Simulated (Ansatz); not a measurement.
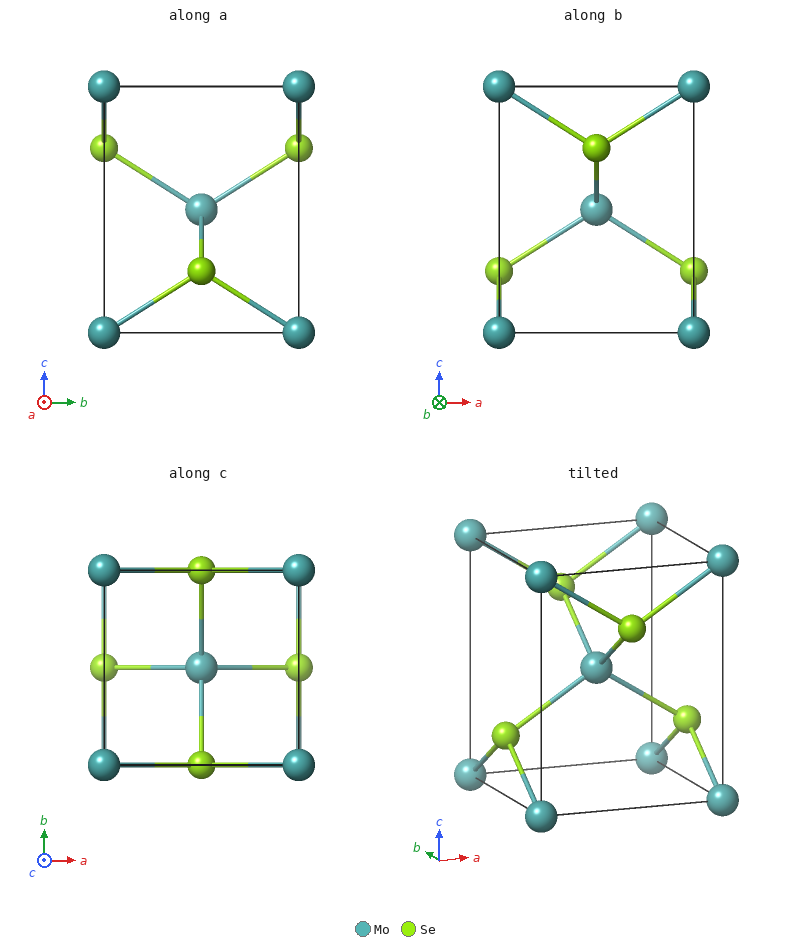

The image is a ball-and-stick drawing of a crystal, viewed along the a axis, along the b axis, along the c axis and slightly off an axis. The conventional unit cell is outlined; an atom on or near a face, edge or corner is repeated at each equivalent position.

Lattice parameters: a = 4.1469 Å, b = 4.1469 Å, c = 5.2404 Å, α = 90.000°, β = 90.000°, γ = 90.000°.

Question: Reconstruct the structure as a CIF with its space group and independent sites.

Answer:
```cif
data_structure
_symmetry_space_group_name_H-M 'I -4 m 2'
_symmetry_Int_Tables_number 119
_cell_length_a 4.1469
_cell_length_b 4.1469
_cell_length_c 5.2404
_cell_angle_alpha 90.000
_cell_angle_beta 90.000
_cell_angle_gamma 90.000
_cell_volume 90.12
loop_
_atom_site_label
_atom_site_type_symbol
_atom_site_symmetry_multiplicity
_atom_site_Wyckoff_symbol
_atom_site_fract_x
_atom_site_fract_y
_atom_site_fract_z
_atom_site_occupancy
Mo1 Mo 2 a 0.0000 0.0000 0.0000 1
Se1 Se 2 c 0.5000 0.0000 0.7500 1
```

The structure comes from a structure type filled with these elements by a generator (whether the compound takes this form wasn't checked). It is drawn as it came out of a relaxation with DFT PBE, scalar-relativistic, plane waves, PAW (Ansatz).
